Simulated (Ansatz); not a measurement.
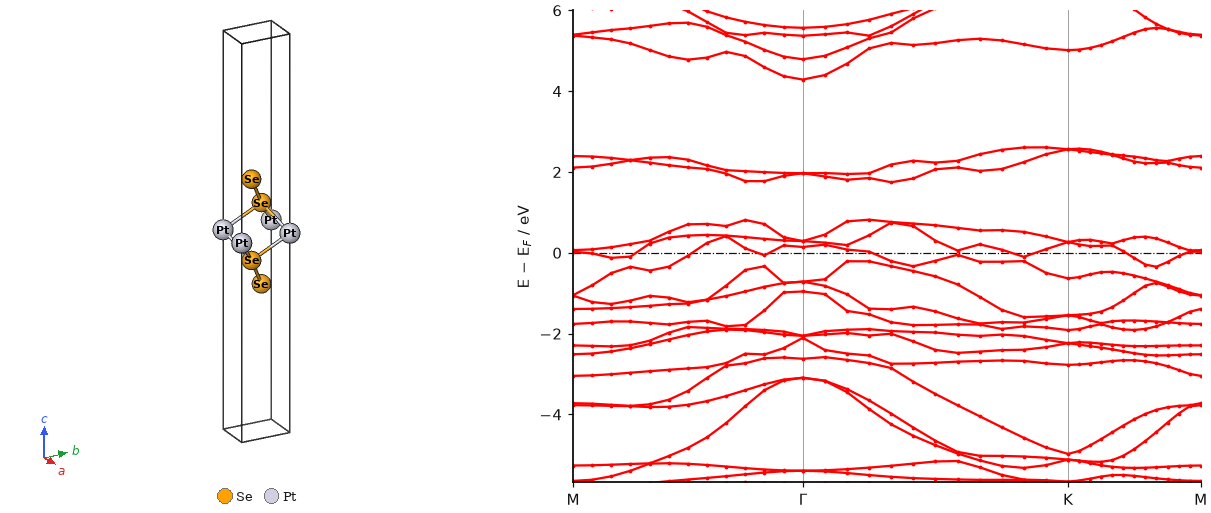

Band structure, beside the structure. Energies are counted from the Fermi level.

Input of the run:

```
crystal:
  lattice:
    - [3.7603063796, 0.0, 0.0]
    - [-1.8801531898, 3.2565208507, 0.0]
    - [0.0, 0.0, 22.1900263333]
  atoms:
    - { symbol: Se, position: [0.3333333333, 0.6666666667, 0.3590840987] }
    - { symbol: Se, position: [0.6666666667, 0.3333333333, 0.4370293495] }
    - { symbol: Pt, position: [0.0, 0.0, 0.5000000085] }
    - { symbol: Se, position: [0.3333333333, 0.6666666667, 0.5629706545] }
    - { symbol: Se, position: [0.6666666667, 0.3333333333, 0.6409158888] }
basis:
  ecutwfc: 420
kpoints:
  mp_grid: { grid: [9, 9, 1] }
  band_path:
    path:
      - [0.5, 0, 0]
      - [0, 0, 0]
      - [0.3333333333333, 0.3333333333333, 0]
      - [0.5, 0, 0]
    npoints: 12
hamiltonian:
  xc: pbesol
scf:
  occupations: { method: gaussian, width: 0.1 }
  n_extra_bands: 16
output:
  forces: true
  eigenvalues: true
  populations: true
  fatbands: true
efield:
  axis: 3
  dipole_correction: true
  ramp_width: 0.04
```

Run as:
```bash
ansatz run input.yaml --threads 2 --pin off --max-ram 5632MiB --backend cpu --events-out ev --progress --plain --runs-dir out
```

### Is there a gap at the Fermi level?

A metal: 2 bands cross the Fermi level along this path.

### By band count a gap could open at this filling. What closes it?

The last band that the electron count would fill rises to 0.41 eV above the Fermi level between M and Γ, leaving holes there, and the next band dips to 0.34 eV below it between K and M, holding electrons: an overlap of 0.76 eV.

### On which lines of the path do bands cross the Fermi level?

Bands cross the Fermi level on every line of the path.

### Which levels at Γ lie nearest to the Fermi level?

At Γ the nearest levels lie 0.71 eV below and 0.14 eV above the Fermi level.

Spin-orbit coupling is left out, which matters for Pt.
